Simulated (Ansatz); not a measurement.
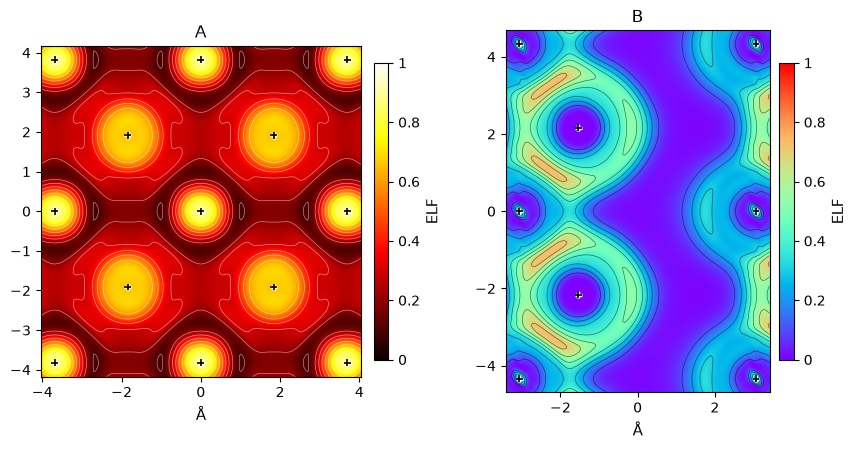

The ELF of 2 systems, each on a plane through atoms (crosses mark nuclei in the plane).

Theory: DFT r2SCAN, scalar-relativistic, plane waves, PAW (Ansatz 0.2.0).

System 1: FePt, the (110) plane of the conventional cell. Space group P4/mmm; changed on purpose from its base cell (volume × 0.97, shape and atoms relaxed); computed pressure about 7 GPa in this cell; spin-polarised.

```yaml
crystal:
  lattice:
    - [2.70399, 0.00000, 0.00000]
    - [0.00000, 2.70399, 0.00000]
    - [0.00000, 0.00000, 3.68958]
  atoms:
    - { symbol: Fe, position: [0.00000, 0.00000, 0.00000] }
    - { symbol: Pt, position: [0.50000, 0.50000, 0.50000] }
```

System 2: GaSb, the (011) plane of the conventional cell. Space group F-43m.

```xyz
8
Lattice="6.1323 0.0000 0.0000 0.0000 0.0000 -6.1323 0.0000 6.1323 0.0000" Properties=species:S:1:pos:R:3 pbc="T T T"
Ga    3.0661    0.0000   -3.0661
Ga    0.0000    3.0661   -3.0661
Ga    0.0000    0.0000    0.0000
Ga    3.0661    3.0661    0.0000
Sb    1.5331    1.5331   -4.5992
Sb    4.5992    4.5992   -4.5992
Sb    4.5992    1.5331   -1.5331
Sb    1.5331    4.5992   -1.5331
```

Question: Which map belongs to which system?

Answer: Panel A is system 1, FePt: the plane holds Fe and Pt. Fe–Pt (2.66 Å): the ELF is about 0.30 at the midpoint. Panel B is system 2, GaSb: the plane holds Ga and Sb. Ga–Sb (2.66 Å): the ELF peaks at about 0.75 between the atoms.
